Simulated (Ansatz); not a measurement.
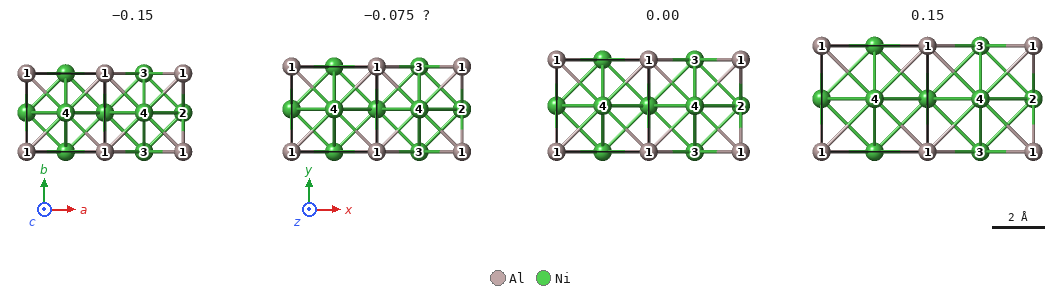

Energy scan for crystalline AlNi3 (Pm-3m), in which the cell is strained equally along x and y, with the atoms kept at their fractional coordinates. x, y and z are the Cartesian axes of the input. The picture is a ball-and-stick view of the cell of the calculation, repeated 2 × 1 × 1 with one cell outlined, seen along the c axis.

These are results of DFT PBE, scalar-relativistic, plane waves, PAW in Ansatz, not measurements. Set-up: plane-wave cutoff 420 eV; k-point mesh 14 × 14 × 14; occupations gaussian; smearing width 0.15 eV; collinear spin. Energies (free energies at the smearing named) are counted from the relaxed crystal.

```json
{"strain": "−0.1500", "ΔE (meV/atom)": "1026"}
{"strain": "−0.1125", "ΔE (meV/atom)": "505"}
{"strain": "−0.0750", "ΔE (meV/atom)": "?"}
{"strain": "0.0000", "ΔE (meV/atom)": "0"}
{"strain": "0.0375", "ΔE (meV/atom)": "35"}
{"strain": "0.1125", "ΔE (meV/atom)": "257"}
{"strain": "0.1500", "ΔE (meV/atom)": "415"}
```

### Fill in the missing row.

A straight line between the two neighbours gives 337 meV/atom. A cubic through the four nearest rows (−0.1500, −0.1125, 0.0000, 0.0375) gives, with Lagrange weights, (−0.3000)(1026) + (1.0000)(505) + (0.5000)(0) + (−0.2000)(35) = 190 meV/atom. The calculation gives 198 meV/atom, so the cubic is 8 meV/atom too low and the straight line 139 meV/atom too high, as the curve bends upwards here.

The whole profile:

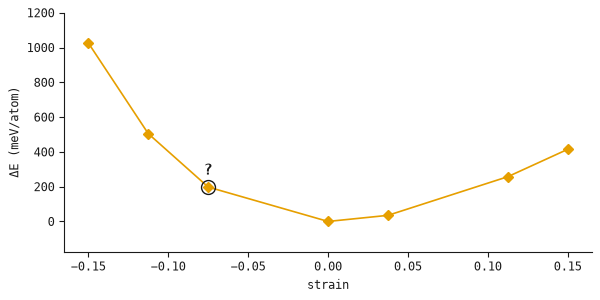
